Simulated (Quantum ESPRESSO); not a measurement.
# Relaxation of cell and atoms, with input and output: Se

System: Se (P-1, 1 atom in the cell).
Method: Kohn-Sham DFT of a periodic cell, PBEsol with D3M(BJ), PseudoDojo 0.4.1 SR PBE standard (Quantum ESPRESSO 7.5).

The structure derives from a Materials Project entry.

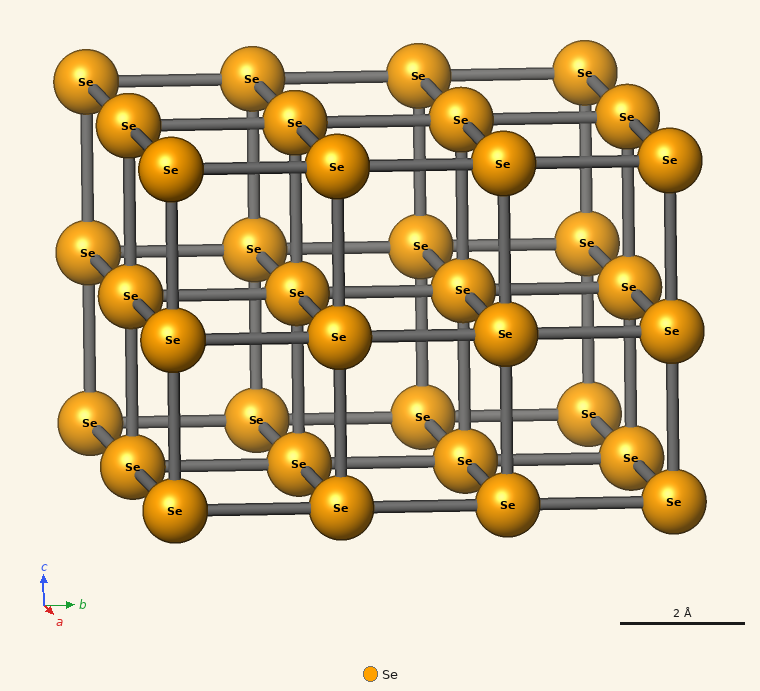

The structure (ball-and-stick view of the cell of the calculation, repeated 2 × 3 × 2, seen slightly off an axis). An atom can appear more than once, as a periodic image.

Input
```python
import numpy as np
from ase.calculators.espresso import Espresso, EspressoProfile
from ase.io import read

atoms = read('Se.cif')

input_data = {
    'control': {'calculation': 'scf', 'prefix': 'pwscf', 'outdir': './tmp', 'tprnfor': True, 'tstress': True, 'disk_io': 'low'},
    'system': {'ecutwfc': 86.0, 'nbnd': 14, 'input_dft': 'pbesol', 'occupations': 'smearing', 'smearing': 'fd', 'degauss': 0.00367493, 'vdw_corr': 'grimme-d3', 'dftd3_version': 6},
    'electrons': {'conv_thr': 2e-10, 'electron_maxstep': 120, 'mixing_beta': 0.5},
}
pseudopotentials = {'Se': 'Se.upf'}
profile = EspressoProfile(command='pw.x', pseudo_dir='pseudo')
dft = Espresso(profile=profile, input_data=input_data, pseudopotentials=pseudopotentials, kpts=(4, 4, 4), koffset=(0, 0, 0))
atoms.calc = dft

from ase.optimize import LBFGS
from ase.filters import FrechetCellFilter
done = LBFGS(FrechetCellFilter(atoms), trajectory='opt.traj').run(fmax=0.02, steps=30)
print('converged', done)
print('cell (A)', np.round(atoms.cell.cellpar(), 5))
print(f'energy {atoms.get_potential_energy():.8f} eV')
print('forces (eV/A)')
print(np.round(atoms.get_forces(), 6))
print('stress (eV/A^3, Voigt)')
print(np.round(atoms.get_stress(), 8))
print(f'Fermi level {dft.get_fermi_level():.4f} eV')
```

File Se.cif
```
data_Se
_cell_length_a 2.87430986
_cell_length_b 2.74897492
_cell_length_c 2.81155793
_cell_angle_alpha 92.27777943
_cell_angle_beta 92.88937701
_cell_angle_gamma 88.83876453
_space_group_name_H-M_alt 'P1'
_space_group_name_Hall 'P 1'
_space_group_IT_number 1
loop_
_space_group_symop_operation_xyz
'x,y,z'
loop_
_atom_site_label
_atom_site_type_symbol
_atom_site_symmetry_multiplicity
_atom_site_Wyckoff_symbol
_atom_site_fract_x
_atom_site_fract_y
_atom_site_fract_z
_atom_site_occupancy
Se1 Se 1 a 0.0000000000 0.0000000000 0.0000000000 1
```

Run on 1 thread of Intel Xeon (Granite Rapids), 16 GiB of memory available, shared host.

Launched with:
```bash
OMP_NUM_THREADS=1 python run.py
```

The program's output
```
StopIteration

The above exception was the direct cause of the following exception:

RuntimeError: generator raised StopIteration
```

Outcome

```csv
quantity,value
outcome,refused by the program
space group (tolerance 0.01 Å),P-1 (2)
```

Diagnosis

The program refused the input: “program stopped due to: functional name unknown”
